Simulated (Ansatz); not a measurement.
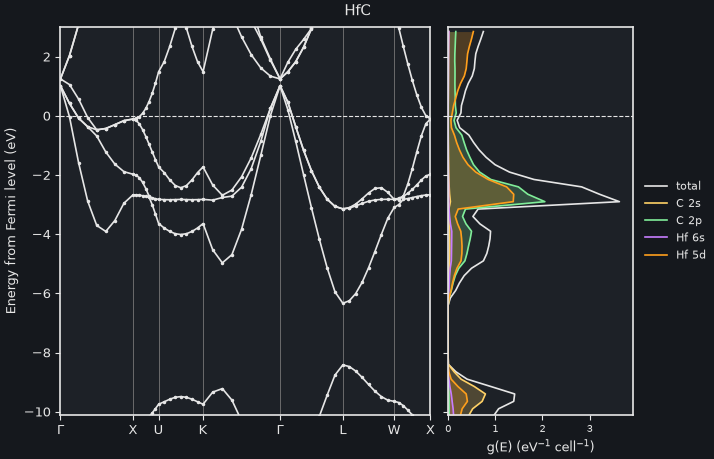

Band structure and density of states. Energies are counted from the Fermi level. The path runs straight from each named point to the next. The partial curves are projected on Löwdin-orthogonalised atomic shells.

What lattice type does the k path imply?

Answer. A face-centred cubic lattice: the path Γ–X–U–K–Γ–L–W–X runs through the special points of its Brillouin zone.

Calculation on HfC, space group Fm-3m (No. 225), 2 atoms in the cell.

Level of theory: DFT with PBEsol, PAW plane waves, no spin polarisation, 12×12×12 k mesh, 420 eV cutoff; code Ansatz 0.2.0.

Is there a gap at the Fermi level?

Answer. A metal: 4 bands cross the Fermi level along this path.

Which states dominate at the Fermi level?

Answer. By projected weight, the states within 0.3 eV of the Fermi level are C 2p (65 %) and Hf 5d (30 %).

Spin-orbit coupling is left out, which matters for Hf.
